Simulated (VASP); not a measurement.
GaP (space group F-43m, No. 216). Coordinates: the geometry relaxed with VASP 6.6.1, VASP Kohn-Sham DFT of a periodic cell, revPBE with D4, VASP PAW PBE potentials, recommended.

Space group F-43m (No. 216). a = 5.402 Å, b = 5.402 Å, c = 5.402 Å, α = 90.00°, β = 90.00°, γ = 90.00°

| atom | site | symmetry | x | y | z |
| --- | --- | --- | --- | --- | --- |
| Ga | 4a | -43m | 0.0000 | 0.0000 | 0.0000 |
| P | 4c | -43m | 0.2500 | 0.7500 | 0.7500 |

Bonds are taken as Ga–P below 2.6 Å. Atoms with one bond or none are removed and atoms with two bonds are replaced by edges, until no such atom is left.

What net does this leave?

The result is a uninodal 4-connected, three-periodic net: Ga and P are 4-connected nodes. It is the dia net, known from diamond, zinc blende and cristobalite. It is a single net, without interpenetration.

| node | links | point symbol | coordination sequence |
| --- | --- | --- | --- |
| Ga and P | 4 | 6^6 | 4 12 24 42 |

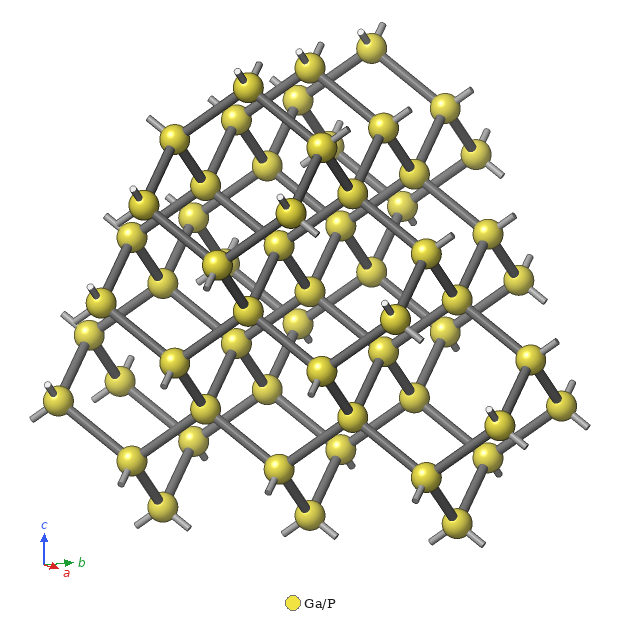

Nodes are coloured by topological kind. Edges to nodes outside the piece are drawn as stubs.
